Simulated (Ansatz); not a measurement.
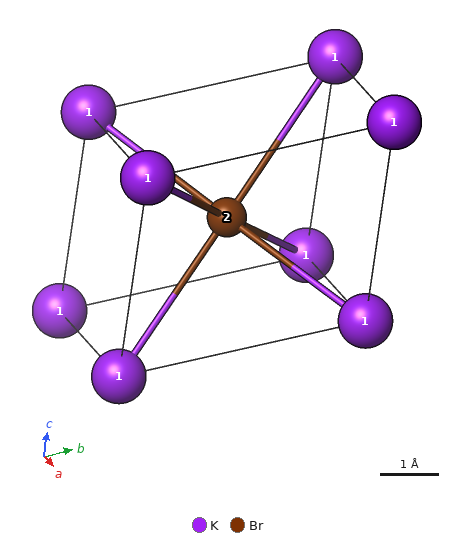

**Figure 1.** The starting structure (ball-and-stick view of the reduced cell, seen slightly off an axis; atoms are numbered from 1 in the order of the input).

Geometry relaxation, with input and output: KBr

- system: KBr (P1, 2 atoms in the cell)
- method: DFT PBE, scalar-relativistic, plane waves, PAW, no spin polarisation (Ansatz 0.2.0)

The structure derives from an entry of the Crystallography Open Database. It belongs to a series of runs on one base structure; here: cell sheared at random, sigma 0.01, atoms nudged by 0.01 A; relaxed back. Figures and captions count atoms from 1; the log counts them from 0 in places.

## Log
```
Engine: ansatz 0.2.0, aarch64-unknown-linux-gnu
Pseudopotentials: kind: paw
Pseudopotential: K, paw, valence charge 9, recommended cutoff 420 eV (normal), K.paw.azcp
Pseudopotential: Br, paw, valence charge 7, recommended cutoff 420 eV (normal), Br.paw.azcp
Functional definition: PBE
  parameter kappa = 0.804
  parameter beta = 0.06672455060314922
  exchange = pbe_x(kappa = kappa, mu = beta*pi^2/3)
  correlation = pbe_c(beta = beta)
Crystal: 2 atoms, lattice volume = 75.165 Å³
Basis set: ecut = 420 eV, 1457 PW (Γ), exchange–correlation on 64×64×64 points (8 copies of the dense FFT grid, shifted against one another)
Bands: 12, of which v1, the nominal top of the filled ones, is band 8 counted from 1 (7 counted from 0)
Symmetry: 1 space group operations
Space group: P1 (ITA 1), of the structure as read, at distance tolerance 4.2e-5 Å
k-points: 112 of 216 (time reversal used)
Non-local potential: K, projectors of the file, l = 0: 3, l = 1: 2, l = 2: 2
Non-local potential: Br, projectors of the file, l = 0: 2, l = 1: 2, l = 2: 2
PAW form: soft (Blöchl's): semilocal exchange-correlation on the pseudo side does not see the compensation charge
PAW one-centre angular grid: K, 110 points (default); XC on 64 Gauss nodes
PAW one-centre angular grid: Br, 110 points (default); XC on 64 Gauss nodes
Initial density: superposition of atomic densities (neutral atoms: chi_scale 0, normalization atom), corrected by the library's trained network
Initial wavefunctions: pseudopotential atomic-orbital guess
Functional: x = pbe(κ = 0.804, μ = 0.2195149727645171), c = pbe(β = 0.06672455060314922)
SCF iter   1: F=—  HF=-4324.502976 eV  |F-HF|=—  |Δ(HF+E_count)|=         —  Δρ=1.75e-4  dr2=1.49e-5  ethr=1.77e-3  ⟨swp⟩=6.6  Hψ=8886  notcnv=0
preconditioner: auto → none  [insulator: Δε(μ)=4.287 eV  Ē_g=14.679 eV  σ=0.050 eV  W_gap=1.00  n_scr=14 (ndim 8)  ℏωp=16.0 eV  f_vac=0.079  D(μ)=0.00/eV (n_scr^D=0)  ε∞_Penn≈2.2]
SCF iter   2: F=—  HF=-4324.502790 eV  |F-HF|=—  |Δ(HF+E_count)|=   1.86e-4  Δρ=1.80e-4  dr2=3.80e-5  ethr=9.31e-8  ⟨swp⟩=3.4  Hψ=4147  notcnv=0
SCF iter   3: F=—  HF=-4324.502789 eV  |F-HF|=—  |Δ(HF+E_count)|=   1.09e-6  Δρ=7.10e-5  dr2=3.68e-6  ethr=9.31e-8  ⟨swp⟩=2.0  Hψ=2128  notcnv=0
SCF iter   4: F=—  HF=-4324.502797 eV  |F-HF|=—  |Δ(HF+E_count)|=   8.39e-6  Δρ=2.92e-5  dr2=1.02e-6  ethr=2.30e-8  ⟨swp⟩=2.0  Hψ=2128  notcnv=0
SCF iter   5: F=—  HF=-4324.502798 eV  |F-HF|=—  |Δ(HF+E_count)|=   5.18e-8  Δρ=1.03e-5  dr2=1.28e-7  ethr=6.36e-9  ⟨swp⟩=2.0  Hψ=1680  notcnv=0
SCF iter   6: F=-4324.502797 eV  HF=-4324.502798 eV  |F-HF|=1.65e-8  |Δ(HF+E_count)|=   1.76e-8  Δρ=4.01e-6  dr2=2.03e-8  ethr=6.25e-10  ⟨swp⟩=9.6  Hψ=9709  notcnv=0
SCF 1 converged in 6 iterations: F = -4324.502797 eV  dr2 = 2.03e-8
  greatest PAW one-centre occupation: 0.987 electrons in one spin orbital (limit 2), on the K atom at site 0 (counted from 0), in its partial waves of l = 0
relax step   1: F+E_penalty+E_count = -4324.50279749 eV  Δ(F+E_penalty+E_count) = +0.000e0 eV  max|allowed force component| = 1.295e-2 eV/Å  Δτ_max = 0.0000 Å  P = +0.043 GPa  Ω = 75.165 Å³  (6 SCF iters, dr2 threshold 1.00e-7 eV, accepted)
Crystal: 2 atoms, lattice volume = 75.267 Å³
Basis set: ecut = 420 eV, 1459 PW (Γ), exchange–correlation on 64×64×64 points (8 copies of the dense FFT grid, shifted against one another)
Initial density: handed on by an earlier stage of this run
Initial wavefunctions: those handed on with the density
iter 1 solved again at ethr=3.68e-7 eV; its pass at ethr=3.10e-3 eV (dr2=5.89e-5 eV) is discarded
SCF iter   1: F=—  HF=-4324.503381 eV  |F-HF|=—  |Δ(HF+E_count)|=         —  Δρ=1.58e-4  dr2=2.50e-5  ethr=3.68e-7  ⟨swp⟩=3.1  Hψ=10849  notcnv=0
preconditioner: auto → none  [insulator: Δε(μ)=4.300 eV  Ē_g=14.682 eV  σ=0.050 eV  W_gap=1.00  n_scr=14 (ndim 8)  ℏωp=16.0 eV  f_vac=0.082  D(μ)=0.00/eV (n_scr^D=0)  ε∞_Penn≈2.2]
SCF iter   2: F=—  HF=-4324.503370 eV  |F-HF|=—  |Δ(HF+E_count)|=   1.13e-5  Δρ=5.92e-5  dr2=2.11e-6  ethr=1.56e-7  ⟨swp⟩=2.3  Hψ=1938  notcnv=0
SCF iter   3: F=—  HF=-4324.503370 eV  |F-HF|=—  |Δ(HF+E_count)|=   4.98e-7  Δρ=1.95e-5  dr2=2.40e-7  ethr=1.15e-9  ⟨swp⟩=11.1  Hψ=11461  notcnv=0
SCF iter   4: F=-4324.503370 eV  HF=-4324.503370 eV  |F-HF|=6.13e-9  |Δ(HF+E_count)|=   1.80e-7  Δρ=3.12e-6  dr2=5.57e-9  ethr=1.15e-9  ⟨swp⟩=9.8  Hψ=9835  notcnv=0
SCF 2 converged in 4 iterations: F = -4324.503370 eV  dr2 = 5.57e-9
relax step   2: F+E_penalty+E_count = -4324.50337030 eV  Δ(F+E_penalty+E_count) = -5.728e-4 eV  max|allowed force component| = 7.951e-3 eV/Å  Δτ_max = 0.0028 Å  P = +0.022 GPa  Ω = 75.267 Å³  energy of the carried Pulay correction = -3.258e-6 eV  (4 SCF iters, dr2 threshold 1.84e-7 eV, accepted)
Crystal: 2 atoms, lattice volume = 75.390 Å³
iter 1 solved again at ethr=7.50e-7 eV; its pass at ethr=3.10e-3 eV (dr2=1.20e-4 eV) is discarded
SCF iter   1: F=—  HF=-4324.504034 eV  |F-HF|=—  |Δ(HF+E_count)|=         —  Δρ=3.60e-4  dr2=1.17e-4  ethr=7.50e-7  ⟨swp⟩=2.5  Hψ=11545  notcnv=0
preconditioner: auto → none  [insulator: Δε(μ)=4.310 eV  Ē_g=14.680 eV  σ=0.050 eV  W_gap=1.00  n_scr=14 (ndim 8)  ℏωp=16.0 eV  f_vac=0.083  D(μ)=0.00/eV (n_scr^D=0)  ε∞_Penn≈2.2]
SCF iter   2: F=—  HF=-4324.504017 eV  |F-HF|=—  |Δ(HF+E_count)|=   1.69e-5  Δρ=1.45e-4  dr2=1.40e-5  ethr=7.32e-7  ⟨swp⟩=2.0  Hψ=1680  notcnv=0
SCF iter   3: F=—  HF=-4324.504017 eV  |F-HF|=—  |Δ(HF+E_count)|=   1.67e-8  Δρ=4.04e-5  dr2=1.13e-6  ethr=8.74e-8  ⟨swp⟩=2.8  Hψ=2333  notcnv=0
SCF iter   4: F=-4324.504018 eV  HF=-4324.504018 eV  |F-HF|=4.31e-8  |Δ(HF+E_count)|=   1.01e-6  Δρ=8.31e-6  dr2=3.62e-8  ethr=5.54e-10  ⟨swp⟩=8.2  Hψ=10737  notcnv=0
SCF 3 converged in 4 iterations: F = -4324.504018 eV  dr2 = 3.62e-8
relax step   3: F+E_penalty+E_count = -4324.50401798 eV  Δ(F+E_penalty+E_count) = -6.477e-4 eV  max|allowed force component| = 2.884e-3 eV/Å  Δτ_max = 0.0054 Å  P = -0.002 GPa  Ω = 75.390 Å³  energy of the carried Pulay correction = -7.202e-6 eV  (4 SCF iters, dr2 threshold 8.87e-8 eV, accepted)
Initial wavefunctions: pseudopotential atomic-orbital guess (no wavefunctions were taken with the density)
iter 1 solved again at ethr=5.86e-7 eV; its pass at ethr=3.10e-3 eV (dr2=9.38e-5 eV) is discarded
SCF iter   1: F=—  HF=-4324.504029 eV  |F-HF|=—  |Δ(HF+E_count)|=         —  Δρ=1.12e-5  dr2=4.27e-8  ethr=5.86e-7  ⟨swp⟩=3.1  Hψ=12689  notcnv=0
eigensolver tolerance schedule: the retry pair's looser diagonalisation over-reported the residual by 2198.32 of it (diagonalisation noise at 0.71 of the residual, at the tolerance the schedule requests for it); recorded, not acted on — ethr = c·dr2/N_el stays at c = 1.0e-1
preconditioner: auto → none  [insulator: Δε(μ)=4.309 eV  Ē_g=14.680 eV  σ=0.050 eV  W_gap=1.00  n_scr=14 (ndim 8)  ℏωp=16.0 eV  f_vac=0.084  D(μ)=0.00/eV (n_scr^D=0)  ε∞_Penn≈2.2]
SCF iter   2: F=—  HF=-4324.504024 eV  |F-HF|=—  |Δ(HF+E_count)|=   4.42e-6  Δρ=5.52e-6  dr2=1.07e-8  ethr=2.67e-10  ⟨swp⟩=3.0  Hψ=2578  notcnv=0
SCF iter   3: F=—  HF=-4324.504024 eV  |F-HF|=—  |Δ(HF+E_count)|=   1.13e-7  Δρ=8.69e-7  dr2=5.57e-10  ethr=6.66e-11  ⟨swp⟩=2.4  Hψ=2176  notcnv=0
SCF iter   4: F=-4324.504024 eV  HF=-4324.504024 eV  |F-HF|=2.91e-11  |Δ(HF+E_count)|=  1.68e-10  Δρ=2.04e-7  dr2=1.50e-11  ethr=1.00e-12  ⟨swp⟩=8.7  Hψ=8341  notcnv=0
SCF 4 converged in 4 iterations: F = -4324.504024 eV  dr2 = 1.50e-11
relax step   4: F+E_penalty+E_count = -4324.50402443 eV  Δ(F+E_penalty+E_count) = -6.451e-6 eV  max|allowed force component| = 2.893e-3 eV/Å  Δτ_max = 0.0000 Å  P = -0.002 GPa  Ω = 75.390 Å³  stress off target by 8.41e-3 GPa  SCF on the basis re-selected at this cell (its energy is not comparable with the rows above)  (4 SCF iters)
```

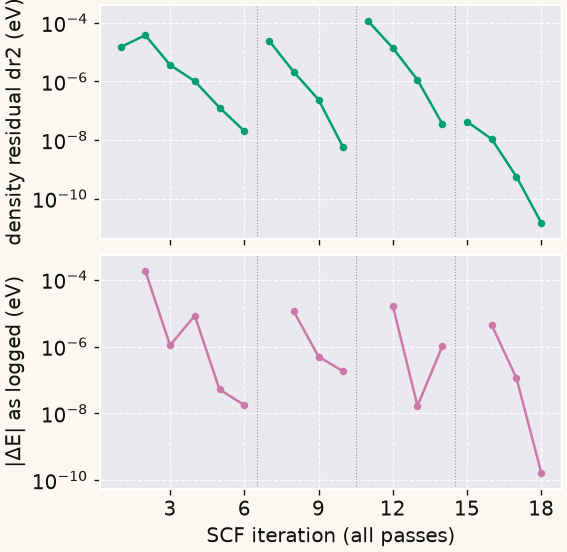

**Figure 2.** Convergence of the self-consistent field: density residual dr2 and size of the energy change against the SCF iteration. The dotted lines part the SCF passes of the relaxation: geometry steps, rejected trials and re-solves on a re-selected basis. The passes take 6, 4, 4 and 4 iterations.

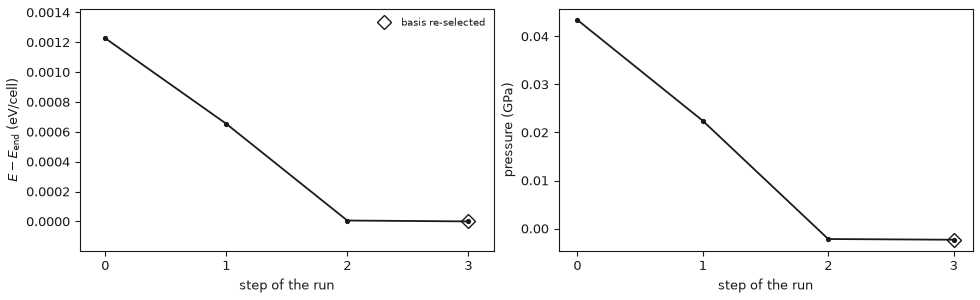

**Figure 3.** Progress of the relaxation, step by step (the first geometry is step 0 here and step 1 in the log).

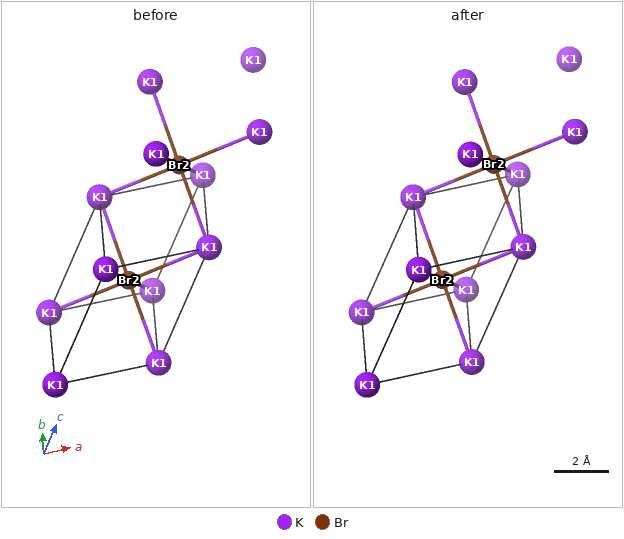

**Figure 4.** Before (left) and after (right) the relaxation, at one scale (ball-and-stick view of the reduced cell, repeated 1 × 1 × 2, seen at an oblique angle). The largest moves relative to the cell, 0.008 Å, are those of K1 and Br2. By element the largest moves are K 0.008 Å, Br 0.008 Å. Cell: a 4.691 → 4.740 Å (+1.1 %), b 4.725 → 4.739 Å (+0.3 %), c 4.732 → 4.741 Å (+0.2 %), α 60.5° → 60.1°, β 61.1° → 60.0°, γ 60.3° → 60.0°. Volume +0.3 %. Among the contacts that change: K1–Br2 3.312 → 3.350 Å. The space group (tolerance 0.01 Å) goes from P1 (No. 1) to Fm-3m (No. 225). Over 2 geometry steps the energy falls by 1.2 meV per cell of the calculation. The largest force component goes from 0.013 to 0.0029 eV/Å. Pressure: 0.04 GPa at the start and 0.00 GPa at the end. A last SCF at the same geometry on a re-selected plane-wave basis shifts the energy by next to nothing (0.0 meV per cell of the calculation). (Atoms are counted from 1 in the order of the input.)

```
basis re-selected at this cell: Δ(F+E_penalty+E_count) = -6.451e-6 eV, ΔP = -0.000 GPa vs the last step (what re-selecting the basis moved, of the pressure what is left beyond the Pulay correction that the steps carried, after the strain that the cell walked since its last selection, with what the two solves' SCF thresholds leave and, on support functions, any second-order correction that the steps lacked; it is no measure of the basis error at this ecutwfc). This SCF's stress stands 8.41e-3 GPa from its target on what of the cell is left free (relax.cell.stress_tol is 1.00e-1 GPa) and its largest allowed force component is 2.89e-3 eV/Å (relax.f_tol is 1.00e-2 eV/Å): within both
SCF converged after 4 iterations
Free energy (F): -4324.504024 eV
Harris-Foulkes:  -4324.504024 eV  (|F-HF|=2.91e-11)
Internal energy: -4324.504024 eV  (E = F + TS)
E sigma→0 (E₀):  -4324.504024 eV
Fermi energy:    2.911654 eV
--- Per-component energies (eV) ---
  E_band       = -138.992617
  E_kinetic    = 387.927735
  E_local      = -858.171352  (includes V_loc(G=0)·N_el)
  E_nonlocal   = 82.769470
  E_hartree    = 279.074753
  E_xc         = -400.392364
  E_vxc        = -269.332843  (∫ρ·V_xc dr)
  E_paw        = -3028.361831  (= ΣΔE_a)
  E_vpaw       = -40.335183  (= ΣTr[D̂ρ^β])
  E_aug_tail   = -0.000004  (compensation charges beyond the density's cutoff)
  E_ewald      = -787.350433
  E_smearing   = -0.000000  (= −TS)
  E_closure    = 0.000000  (closes the sum)
  Σ components = -4324.504024   (vs F -4324.504024, Δ=0.00e0)
--- Forces (eV/Å), atoms counted from 1 ---
  atom   1  K     -0.00110788     0.00041456    -0.00289372
  atom   2  Br     0.00110910    -0.00041455     0.00289319
  max |Σ_I F_I| component: 1.22e-6 eV/Å
--- Stress (GPa, compression-positive) ---
        0.000002      -0.004429      -0.001573
       -0.004429      -0.001560       0.004332
       -0.001573       0.004332      -0.005397
  P = ⅓ Tr σ = -0.0023 GPa (-0.023 kbar)
--- Band table (eV; the first three rows and the last of 112) ---
  k-point 0: bands = ["-27.1246", "-11.4807", "-10.5988", "-10.5987", "-10.5986", "0.7546", "0.7554", "0.7571", "5.0662", "8.3411", "8.3438", "8.3502"]
  k-point 1: bands = ["-27.1235", "-11.5294", "-10.6000", "-10.5999", "-10.5349", "0.4192", "0.6771", "0.6787", "5.6924", "8.1932", "8.6511", "8.6570"]
  k-point 2: bands = ["-27.1214", "-11.6119", "-10.6025", "-10.6023", "-10.4221", "-0.1094", "0.5294", "0.5309", "6.8080", "8.3605", "9.4698", "9.4754"]
  k-point 111: bands = ["-27.1203", "-11.6478", "-10.6037", "-10.6035", "-10.3710", "-0.3311", "0.4583", "0.4604", "7.2415", "8.8064", "10.3564", "10.3633"]
--- Relaxed structure (3 steps of the walk, 3 accepted, 1 SCFs on fresh bases) ---
  F+E_penalty+E_count = -4324.50402443 eV   max|allowed force component| = 2.893e-3 eV/Å   (the final SCF, on the basis selected at the relaxed cell)
  cell:  # Å, volume = 75.3901 Å³
    - [0.0019148035800610119, 3.3514715073084034, 3.351986213721126]
    - [3.3531435854562357, 4.520491609497426e-5, 3.353887157656086]
    - [3.3540597631018434, 3.354273169935243, -0.0008865845417066198]
  atoms:
    - { symbol: K, position: [0.00010613946359938281, 0.0003397783356060787, -0.00016960397011549385] }
    - { symbol: Br, position: [0.49989386053640084, 0.4996602216643939, 0.5001696039701156] }
```

## Trajectory as extended XYZ (Å, eV, eV/Å), 4 frames, from step=1 to step=4
```
2
Lattice="0.0204 3.3351 3.2982 3.3644 -0.0035 3.3220 3.3874 3.3820 -0.0264" Properties=species:S:1:pos:R:3:forces:R:3 step=1 energy=-4324.50280 pressure_GPa=0.04
K    -0.0063   -0.0003    0.0057    0.0113   0.0007  -0.0130
Br    3.3924    3.3571    3.2912   -0.0113  -0.0007   0.0129
2
Lattice="0.0158 3.3398 3.3128 3.3622 -0.0025 3.3311 3.3795 3.3754 -0.0198" Properties=species:S:1:pos:R:3:forces:R:3 step=2 energy=-4324.50337 pressure_GPa=0.02
K    -0.0043   -0.0002    0.0037    0.0080   0.0005  -0.0079
Br    3.3831    3.3566    3.3084   -0.0079  -0.0005   0.0079
2
Lattice="0.0019 3.3515 3.3520 3.3531 0.0000 3.3539 3.3541 3.3543 -0.0009" Properties=species:S:1:pos:R:3:forces:R:3 step=3 energy=-4324.50402 pressure_GPa=-0.00
K     0.0006   -0.0002    0.0015   -0.0011   0.0004  -0.0029
Br    3.3540    3.3531    3.3510    0.0011  -0.0004   0.0029
2
Lattice="0.0019 3.3515 3.3520 3.3531 0.0000 3.3539 3.3541 3.3543 -0.0009" Properties=species:S:1:pos:R:3:forces:R:3 step=4 energy=-4324.50402 pressure_GPa=-0.00
K     0.0006   -0.0002    0.0015   -0.0011   0.0004  -0.0029
Br    3.3540    3.3531    3.3510    0.0011  -0.0004   0.0029
```

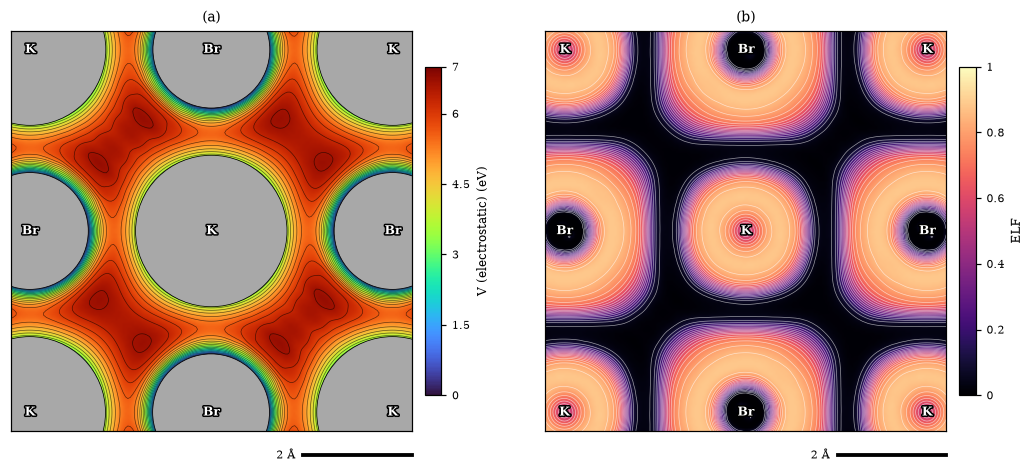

**Figure 5.** (a) electrostatic potential (local pseudopotential plus Hartree) felt by an electron; (b) electron localisation function on the (001) plane of the conventional cell. Grey discs, where drawn, cover atomic cores. The plane passes through K and Br nuclei. The strong features right at K lie inside the PAW spheres (semicore, d or f shells) and say nothing about bonding. Outside the cores the potential energy rises away from the atoms and is highest about 1.8 Å from the nearest atoms; outside the discs it spans about 6 eV, and its zero is arbitrary. The fields are those of the smooth PAW valence density.

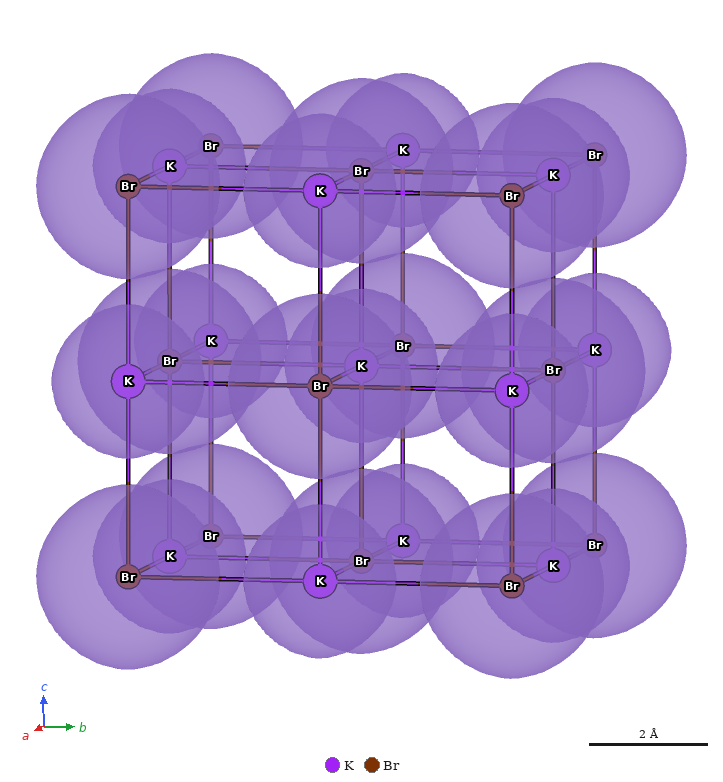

**Figure 6.** Isosurface of the valence electron density at 0.1 e/Å³ (purple), seen slightly off an axis. Sticks mark near contacts. The outline is the cell set on symmetry axes. At this value the density breaks into separate islands; it holds about 90 % of the electrons treated as valence (semicore included). It is pinched off along the K–Br (3.35 Å) contacts. On the grid the lowest density along these lines, outside the cores, is 0.07 e/Å³ (K–Br, 3.35 Å).

The run was set up as follows.

## Input
```yaml
crystal:
  lattice:
    - [0.0203968714, 3.3351370075, 3.2981825641]
    - [3.3644420903, -0.003469421, 3.3220488565]
    - [3.3874002553, 3.3819614648, -0.026427586]
  atoms:
    - { symbol: K, position: [0.0017670191, -4.59585e-05, -0.0018190912] }
    - { symbol: Br, position: [0.4982329809, 0.5000459585, 0.5018190912] }
basis:
  ecutwfc: 420
kpoints:
  mp_grid: { grid: [6, 6, 6] }
hamiltonian:
  xc: pbe
scf:
  occupations: { method: gaussian, width: 0.05 }
output:
  forces: true
  stress: true
  eigenvalues: true
  write_density: true
  write_potential: true
  elf: true
  volumetric_format: npy
relax:
  adjacent_minimum: "off"
  f_tol: 0.01
  max_steps: 80
  cell: { stress_tol: 0.1 }
```

Run as:
```bash
ansatz run input.yaml --threads 1 --pin off --max-ram 2560MiB --backend cpu --events-out ev --progress --plain --runs-dir out
```

## Results in brief

| quantity | value |
| --- | --- |
| outcome | converged |
| space group (tolerance 0.01 Å) | P1 (1) → Fm-3m (225) |
| electrons treated | 16 |
| free energy | −4324.5040 eV |
| Fermi energy | 2.912 eV |
| gap on the k-point mesh | 4.31 eV |
| pressure | 0.00 GPa |
| final volume | 75.39 Å³ |
| largest force (length of the vector) at the end | 0.003 eV/Å |
| final cell | a = 4.740 Å, b = 4.743 Å, c = 4.744 Å, α = 60.01°, β = 59.99°, γ = 59.97° |
| hardware | 1 thread of Arm Neoverse V1, 24 GiB of memory available, shared host |
| wall time | 54 s |
| peak memory | 0.43 GiB |
